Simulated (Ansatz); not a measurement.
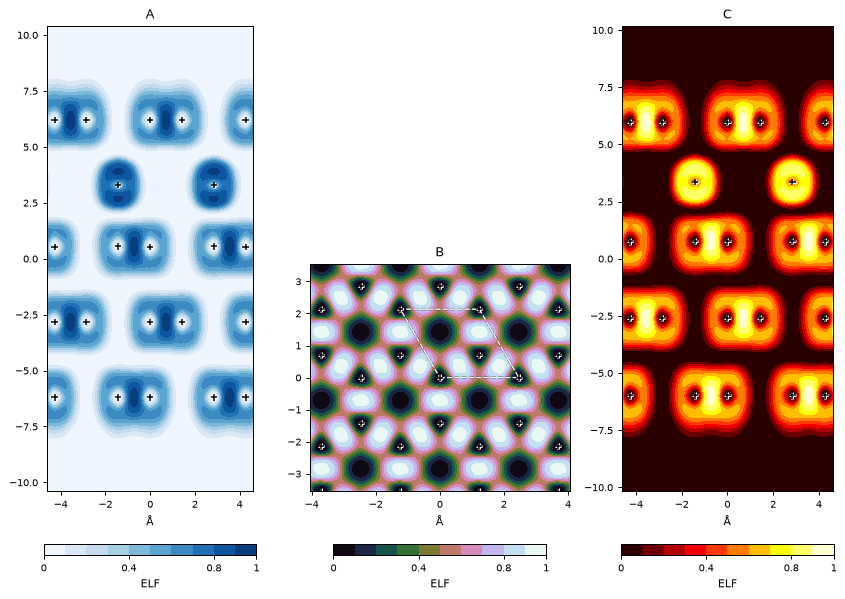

The electron localisation function of 3 systems, each on a plane through atoms (crosses mark nuclei in the plane).

Theory: DFT PBE+D3(BJ), scalar-relativistic, plane waves, PAW (Ansatz).

System 1: C₈F (slab), the (110) plane of the calculation cell, a cut from vacuum to vacuum. Computed without spin polarisation.

System 2: C, the (001) plane of the conventional cell. Space group P6₃/mmc.

```
C
1.0
     2.46498    0.00000    0.00000
    -1.23249    2.13474    0.00000
     0.00000    0.00000    6.73843
C
4
Direct
  0.00000 0.00000 0.75000
  0.00000 0.00000 0.25000
  0.33333 0.66667 0.75000
  0.66667 0.33333 0.25000
```

System 3: C₈O (slab), the (110) plane of the calculation cell, a cut from vacuum to vacuum. 

```xyz
9
Lattice="2.4650 0.0000 0.0000 -1.2325 2.1347 0.0000 0.0000 0.0000 29.1076" Properties=species:S:1:pos:R:3 pbc="T T T"
C     0.0000    0.0000    8.5000
C     1.2325    0.7116    8.5000
C     0.0000    0.0000   11.8692
C     0.0000    1.4232   11.8692
C     0.0000    0.0000   15.2379
C     1.2325    0.7116   15.2489
C     0.0000    0.0000   20.9048
C     0.0000    1.4232   20.9048
O     1.2325    0.7116   17.9798
```

**Which map belongs to which system?**

Panel A is system 3, C₈O: the plane holds C and O. C–C (1.42 Å): the ELF peaks at about 0.95 between the atoms. Panel B is system 2, C: the plane holds C. C–C (1.42 Å): the ELF peaks at about 0.95 between the atoms. Panel C is system 1, C₈F: the plane holds C and F. C–C (1.42 Å): the ELF peaks at about 0.95 between the atoms.
